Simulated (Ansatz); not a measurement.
**Geometry relaxation, with input and output: P (part 2 of 2)**

P (P4/mmm, 1 atom in the cell); DFT r2SCAN, scalar-relativistic, plane waves, PAW, no spin polarisation (Ansatz 0.2.0); cutoff 500 eV, 10×10×10 k-mesh, Gaussian smearing of 0.1 eV. The structure derives from an entry of the Crystallography Open Database.

Geometry of the input (Å; fractional positions):
```
4.2729  0.0000  0.0000
0.0000  4.2729  0.0000
0.0000  0.0000  4.3780
P  0.0000  0.0000  0.0000
```

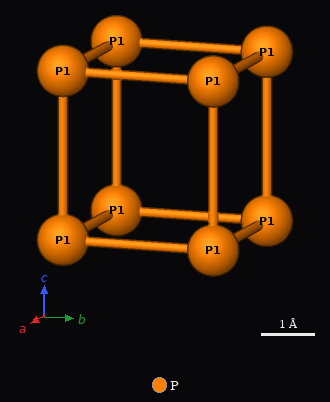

*The geometry at step 7 of the log (ball-and-stick view of the cell of the calculation, seen at an oblique angle; atoms are numbered from 1 in the order of the input).*

What the program printed, continued
```
relax step  14: F+E_penalty+E_count = -759.04053944 eV  Δ(F+E_penalty+E_count) = -1.943e-5 eV  max|allowed force component| = 0.000e0 eV/Å  Δτ_max = 0.0000 Å  P = +0.003 GPa  Ω = 14.424 Å³  energy of the carried Pulay correction = +6.330e-3 eV  (3 SCF iters, dr2 threshold 1.00e-7 eV, accepted)
Basis set: ecut = 500 eV, 365 PW (Γ), exchange–correlation on 72×72×72 points (64 copies of the dense FFT grid, shifted against one another)
Initial wavefunctions: pseudopotential atomic-orbital guess (no wavefunctions were taken with the density)
preconditioner: auto → none  [metal: Δε(μ)=0.040 eV  Ē_g=16.819 eV  σ=0.100 eV  W_gap=0.22  n_scr=0 (ndim 8)  ℏωp=21.9 eV  f_vac=0.000  D(μ)=0.51/eV (n_scr^D=0)]
SCF 15 converged in 4 iterations: F = -759.039951 eV  dr2 = 1.74e-12
relax step  15: F+E_penalty+E_count = -759.03995110 eV  Δ(F+E_penalty+E_count) = +5.883e-4 eV  max|allowed force component| = 0.000e0 eV/Å  Δτ_max = 0.0000 Å  P = -0.048 GPa  Ω = 14.424 Å³  stress off target by 9.76e-2 GPa  SCF on the basis re-selected at this cell (its energy is not comparable with the rows above)  (4 SCF iters)
basis re-selected at this cell: Δ(F+E_penalty+E_count) = +5.883e-4 eV, ΔP = -0.051 GPa vs the last step (what re-selecting the basis moved, of the pressure what is left beyond the Pulay correction that the steps carried, after the strain that the cell walked since its last selection, with what the two solves' SCF thresholds leave and, on support functions, any second-order correction that the steps lacked; it is no measure of the basis error at this ecutwfc). The dense FFT grid was sized anew with the basis: this SCF ran on 18×18×18 points, the steps before it on 32×32×32, so part of this shift can come from that change (see relax.cell in the input reference). This SCF's stress stands 9.76e-2 GPa from its target on what of the cell is left free (relax.cell.stress_tol is 5.00e-2 GPa) and its largest allowed force component is 0.00e0 eV/Å (relax.f_tol is 5.00e-3 eV/Å): not within both, so this SCF does not close the relaxation
Crystal: 1 atoms, lattice volume = 14.418 Å³
preconditioner: auto → none  [metal: Δε(μ)=0.048 eV  Ē_g=16.822 eV  σ=0.100 eV  W_gap=0.26  n_scr=0 (ndim 8)  ℏωp=21.9 eV  f_vac=0.000  D(μ)=0.51/eV (n_scr^D=0)]
SCF 16 converged in 3 iterations: F = -759.039954 eV  dr2 = 6.69e-10
relax step  16: F+E_penalty+E_count = -759.03995376 eV  Δ(F+E_penalty+E_count) = -2.660e-6 eV  max|allowed force component| = 0.000e0 eV/Å  Δτ_max = 0.0000 Å  P = -0.001 GPa  Ω = 14.418 Å³  energy of the carried Pulay correction = +7.439e-7 eV  (3 SCF iters, dr2 threshold 2.38e-8 eV, accepted)
iter 1 solved again at ethr=1.67e-7 eV; its pass at ethr=3.10e-3 eV (dr2=8.34e-6 eV) is discarded
SCF iter   1: F=—  HF=-759.039953 eV  |F-HF|=—  |Δ(HF+E_count)|=         —  Δρ=2.23e-6  dr2=7.06e-10  dr2_τ=4.31e-11  ethr=1.67e-7  ⟨swp⟩=3.3  Hψ=11085  notcnv=0
eigensolver tolerance schedule: the retry pair's looser diagonalisation over-reported the residual by 11816.02 of it (diagonalisation noise at 1.75 of the residual, at the tolerance the schedule requests for it); recorded, not acted on — ethr = c·dr2/N_el stays at c = 1.0e-1
preconditioner: auto → none  [metal: Δε(μ)=0.048 eV  Ē_g=16.822 eV  σ=0.100 eV  W_gap=0.27  n_scr=0 (ndim 8)  ℏωp=21.9 eV  f_vac=0.000  D(μ)=0.51/eV (n_scr^D=0)]
SCF iter   2: F=—  HF=-759.039953 eV  |F-HF|=—  |Δ(HF+E_count)|=   1.57e-7  Δρ=9.41e-7  dr2=1.13e-10  dr2_τ=4.74e-12  ethr=1.41e-11  ⟨swp⟩=2.5  Hψ=1271  notcnv=0
SCF iter   3: F=-759.039953 eV  HF=-759.039953 eV  |F-HF|=1.59e-12  |Δ(HF+E_count)|=  4.37e-11  Δρ=1.11e-7  dr2=1.09e-12  dr2_τ=2.29e-13  ethr=1.00e-12  ⟨swp⟩=5.3  Hψ=5008  notcnv=0
SCF 17 converged in 3 iterations: F = -759.039953 eV  dr2 = 1.09e-12
relax step  17: F+E_penalty+E_count = -759.03995272 eV  Δ(F+E_penalty+E_count) = +1.038e-6 eV  max|allowed force component| = 0.000e0 eV/Å  Δτ_max = 0.0000 Å  P = -0.001 GPa  Ω = 14.418 Å³  stress off target by 1.21e-3 GPa  SCF on the basis re-selected at this cell (its energy is not comparable with the rows above)  (3 SCF iters)
```

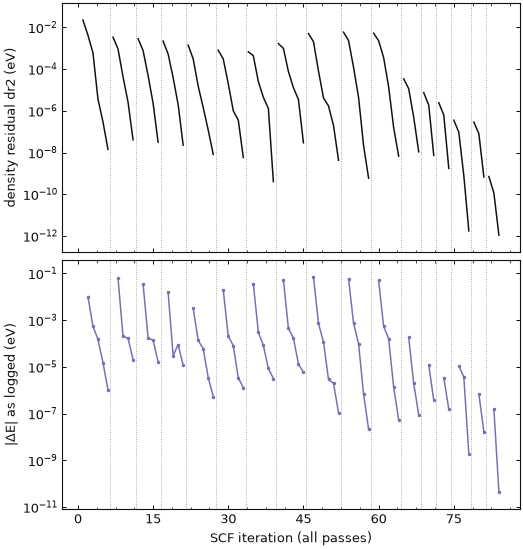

*Convergence of the self-consistent field: density residual dr2 and size of the energy change against the SCF iteration. The dotted lines part the SCF passes of the relaxation: geometry steps, rejected trials and re-solves on a re-selected basis.*

The 17 passes take 3 to 7 iterations each, 84 in all.

```
basis re-selected at this cell: Δ(F+E_penalty+E_count) = +1.038e-6 eV, ΔP = +0.000 GPa vs the last step (what re-selecting the basis moved, of the pressure what is left beyond the Pulay correction that the steps carried, after the strain that the cell walked since its last selection, with what the two solves' SCF thresholds leave and, on support functions, any second-order correction that the steps lacked; it is no measure of the basis error at this ecutwfc). This SCF's stress stands 1.21e-3 GPa from its target on what of the cell is left free (relax.cell.stress_tol is 5.00e-2 GPa) and its largest allowed force component is 0.00e0 eV/Å (relax.f_tol is 5.00e-3 eV/Å): within both
SCF converged after 3 iterations
Free energy (F): -759.039953 eV
Harris-Foulkes:  -759.039953 eV  (|F-HF|=1.59e-12)
Internal energy: -759.037415 eV  (E = F + TS)
E sigma→0 (E₀):  -759.038684 eV
Entropy (-TS):   -0.002537 eV (-2.537 meV/atom)
Fermi energy:    11.381959 eV
--- Per-component energies (eV) ---
  E_band       = 20.187872
  E_kinetic    = 71.711476
  E_local      = -24.304976  (includes V_loc(G=0)·N_el)
  E_nonlocal   = 32.620293
  E_hartree    = 5.612924
  E_xc         = -59.130455
  E_vxc        = -66.404659  (∫ρ·V_xc dr)
  E_paw        = -575.628362  (= ΣΔE_a)
  E_vpaw       = -7.737937  (= ΣTr[D̂ρ^β])
  E_aug_tail   = 0.000000  (compensation charges beyond the density's cutoff)
  E_vtau       = 3.077825  (kinetic-family band-sum trace: ∫τ·v_τ [+ j·A + Jᵃ·Aᵃ] dr)
  E_ewald      = -209.827472
  E_core_change = -0.090842  (= ΣΔE_core)
  E_smearing   = -0.002537  (= −TS)
  E_closure    = -0.000000  (closes the sum)
  Σ components = -759.039953   (vs F -759.039953, Δ=0.00e0)
--- Forces (eV/Å), atoms counted from 1 ---
  atom   1  P     -0.00000000    -0.00000000     0.00000000
  max |Σ_I F_I| component: 1.23e-32 eV/Å
--- Stress (GPa, compression-positive) ---
       -0.001122       0.000000       0.000000
        0.000000      -0.001122       0.000000
        0.000000       0.000000      -0.001206
  P = ⅓ Tr σ = -0.0011 GPa (-0.011 kbar)
--- Band table (eV; the first three rows and the last of 126) ---
  k-point 0: bands = ["-6.2807", "16.5532", "16.5532", "16.5532", "18.1913", "18.1913", "26.8710"]
  k-point 1: bands = ["-6.0394", "13.3752", "16.7454", "16.7454", "18.3771", "21.0765", "27.6699"]
  k-point 2: bands = ["-5.3230", "9.6611", "17.3058", "17.3058", "18.9062", "23.7172", "30.0685"]
  k-point 125: bands = ["8.7707", "8.7707", "8.7707", "9.8363", "16.1001", "16.1001", "16.1001"]
--- Relaxed structure (15 steps of the walk, 15 accepted, 2 SCFs on fresh bases) ---
  F+E_penalty+E_count = -759.03995272 eV   max|allowed force component| = 0.000e0 eV/Å   (the final SCF, on the basis selected at the relaxed cell)
  cell:  # Å, volume = 14.4183 Å³
    - [2.4339085970090406, 6.678916964347269e-34, 0.0]
    - [6.678916964347269e-34, 2.4339085970090406, 0.0]
    - [0.0, 0.0, 2.433909807313264]
  atoms:
    - { symbol: P, position: [0.0, 0.0, 0.0] }
```

Trajectory as extended XYZ (Å, eV, eV/Å), 17 frames, from step=1 to step=17
```
1
Lattice="4.2729 0.0000 0.0000 0.0000 4.2729 0.0000 0.0000 0.0000 4.3780" Properties=species:S:1:pos:R:3:forces:R:3 step=1 energy=-754.51863 pressure_GPa=-4.02
P     0.0000    0.0000    0.0000    0.0000   0.0000   0.0000
1
Lattice="4.0600 0.0000 0.0000 0.0000 4.0600 0.0000 0.0000 0.0000 4.1786" Properties=species:S:1:pos:R:3:forces:R:3 step=2 energy=-754.84354 pressure_GPa=-5.46
P     0.0000    0.0000    0.0000    0.0000   0.0000   0.0000
1
Lattice="3.8513 0.0000 0.0000 0.0000 3.8513 0.0000 0.0000 0.0000 3.9873" Properties=species:S:1:pos:R:3:forces:R:3 step=3 energy=-755.22891 pressure_GPa=-7.28
P     0.0000    0.0000    0.0000    0.0000   0.0000   0.0000
1
Lattice="3.6427 0.0000 0.0000 0.0000 3.6427 0.0000 0.0000 0.0000 3.8003" Properties=species:S:1:pos:R:3:forces:R:3 step=4 energy=-755.68539 pressure_GPa=-9.53
P     0.0000    0.0000    0.0000    0.0000   0.0000   0.0000
1
Lattice="3.4341 0.0000 0.0000 0.0000 3.4341 0.0000 0.0000 0.0000 3.6174" Properties=species:S:1:pos:R:3:forces:R:3 step=5 energy=-756.21280 pressure_GPa=-12.19
P     0.0000    0.0000    0.0000    0.0000   0.0000   0.0000
1
Lattice="3.2217 0.0000 0.0000 0.0000 3.2217 0.0000 0.0000 0.0000 3.4345" Properties=species:S:1:pos:R:3:forces:R:3 step=6 energy=-756.81377 pressure_GPa=-15.15
P     0.0000    0.0000    0.0000    0.0000   0.0000   0.0000
1
Lattice="3.0134 0.0000 0.0000 0.0000 3.0134 0.0000 0.0000 0.0000 3.2549" Properties=species:S:1:pos:R:3:forces:R:3 step=7 energy=-757.44542 pressure_GPa=-17.86
P     0.0000    0.0000    0.0000    0.0000   0.0000   0.0000
1
Lattice="2.8051 0.0000 0.0000 0.0000 2.8051 0.0000 0.0000 0.0000 3.0673" Properties=species:S:1:pos:R:3:forces:R:3 step=8 energy=-758.08430 pressure_GPa=-19.51
P     0.0000    0.0000    0.0000    0.0000   0.0000   0.0000
1
Lattice="2.6190 0.0000 0.0000 0.0000 2.6190 0.0000 0.0000 0.0000 2.8538" Properties=species:S:1:pos:R:3:forces:R:3 step=9 energy=-758.62844 pressure_GPa=-17.43
P     0.0000    0.0000    0.0000    0.0000   0.0000   0.0000
1
Lattice="2.5044 0.0000 0.0000 0.0000 2.5044 0.0000 0.0000 0.0000 2.6403" Properties=species:S:1:pos:R:3:forces:R:3 step=10 energy=-758.92852 pressure_GPa=-11.02
P     0.0000    0.0000    0.0000    0.0000   0.0000   0.0000
1
Lattice="2.4213 0.0000 0.0000 0.0000 2.4213 0.0000 0.0000 0.0000 2.4433" Properties=species:S:1:pos:R:3:forces:R:3 step=11 energy=-759.03980 pressure_GPa=0.92
P     0.0000    0.0000    0.0000    0.0000   0.0000   0.0000
1
Lattice="2.4308 0.0000 0.0000 0.0000 2.4308 0.0000 0.0000 0.0000 2.4429" Properties=species:S:1:pos:R:3:forces:R:3 step=12 energy=-759.04040 pressure_GPa=-0.09
P     0.0000    0.0000    0.0000    0.0000   0.0000   0.0000
1
Lattice="2.4323 0.0000 0.0000 0.0000 2.4323 0.0000 0.0000 0.0000 2.4375" Properties=species:S:1:pos:R:3:forces:R:3 step=13 energy=-759.04052 pressure_GPa=0.03
P     0.0000    0.0000    0.0000    0.0000   0.0000   0.0000
1
Lattice="2.4338 0.0000 0.0000 0.0000 2.4338 0.0000 0.0000 0.0000 2.4350" Properties=species:S:1:pos:R:3:forces:R:3 step=14 energy=-759.04054 pressure_GPa=0.00
P     0.0000    0.0000    0.0000    0.0000   0.0000   0.0000
1
Lattice="2.4338 0.0000 0.0000 0.0000 2.4338 0.0000 0.0000 0.0000 2.4350" Properties=species:S:1:pos:R:3:forces:R:3 step=15 energy=-759.03995 pressure_GPa=-0.05
P     0.0000    0.0000    0.0000    0.0000   0.0000   0.0000
1
Lattice="2.4339 0.0000 0.0000 0.0000 2.4339 0.0000 0.0000 0.0000 2.4339" Properties=species:S:1:pos:R:3:forces:R:3 step=16 energy=-759.03995 pressure_GPa=-0.00
P     0.0000    0.0000    0.0000    0.0000   0.0000   0.0000
1
Lattice="2.4339 0.0000 0.0000 0.0000 2.4339 0.0000 0.0000 0.0000 2.4339" Properties=species:S:1:pos:R:3:forces:R:3 step=17 energy=-759.03995 pressure_GPa=-0.00
P     0.0000    0.0000    0.0000    0.0000   0.0000   0.0000
```

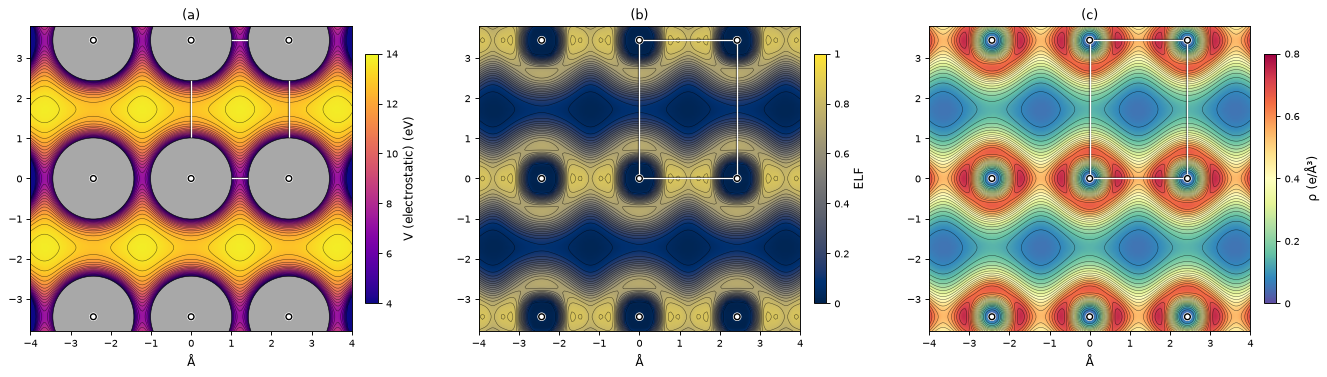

*(a) electrostatic potential energy of an electron; (b) ELF; (c) valence electron density on the (011) plane of the conventional cell. Circles mark the nuclei in the plane (P). Grey discs, where drawn, cover atomic cores.*

P–P (2.43 Å): ρ is about 0.54 e/Å³ halfway; the ELF peaks at about 0.85 between the atoms, which marks localised, shared-pair bonding. Away from the nuclei the density in this plane falls to 0.05 e/Å³ at its lowest. Outside the cores the potential energy rises away from the atoms and is highest about 2.1 Å from the nearest atoms; outside the discs it spans about 9 eV, and its zero is arbitrary. The fields are those of the smooth PAW valence density.

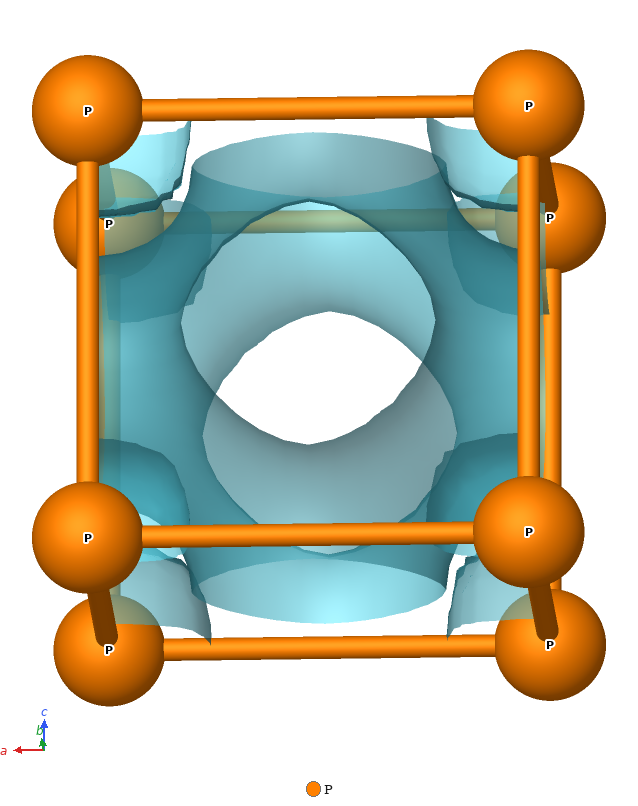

*Isosurface of the ELF at 0.6 (cyan), seen at an oblique angle. Core shells and regions of very low density are left out. Sticks mark near contacts. The outline is the cell set on symmetry axes.*
